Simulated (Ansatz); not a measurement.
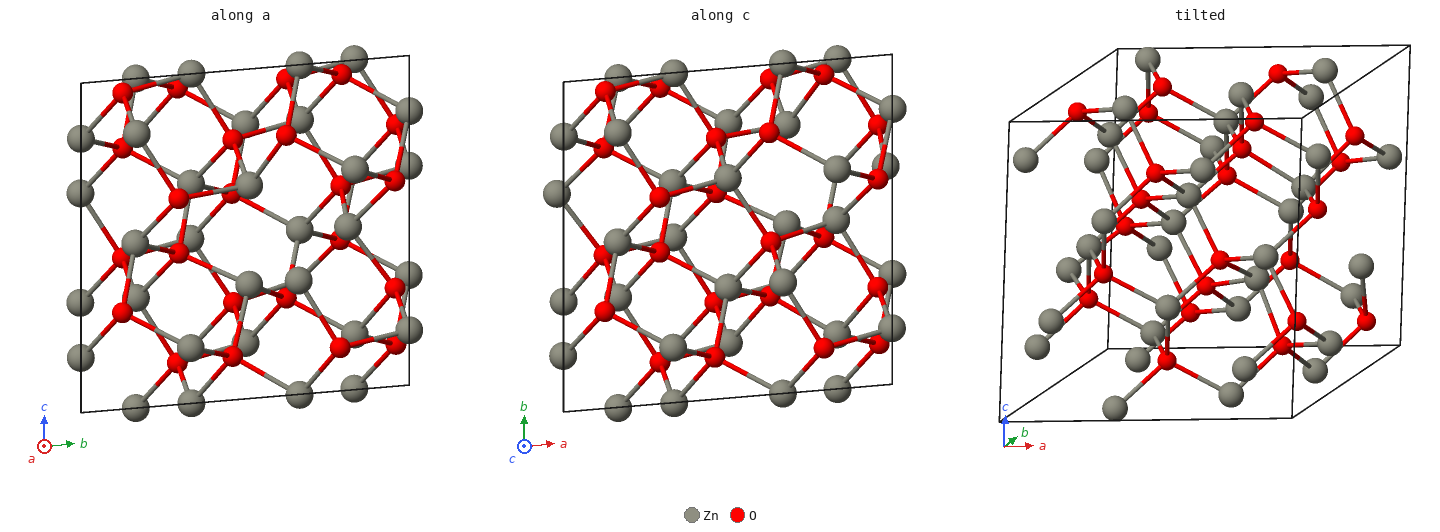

A ball-and-stick rendering, viewed along the a axis, along the c axis and slightly off an axis. The parallelepiped is the simulation cell. Cell: a = 8.428 Å, b = 8.428 Å, c = 8.428 Å, α = 84.74°, β = 84.74°, γ = 84.74°.

What structure is drawn here?

- The formula is Zn$_{24}$O$_{23}$.
- It takes space group R3 (No. 146) on a rhombohedral (trigonal R) lattice.
- With Z = 1, the cell contains 24 Zn, 23 O.
- O bonds to four Zn in a tetrahedral arrangement at about 2.0 Å.
- Coordination numbers (contacts within bonding distance): Zn 3 to 4 (mean 3.8).
- The bonds build a three-dimensional framework.

Origin of the cell: a structure listed in the Materials Project, repeated into a supercell with a point defect put in. The atoms were relaxed in a fixed cell with DFT PBE, scalar-relativistic, plane waves, PAW (Ansatz 0.2.0).
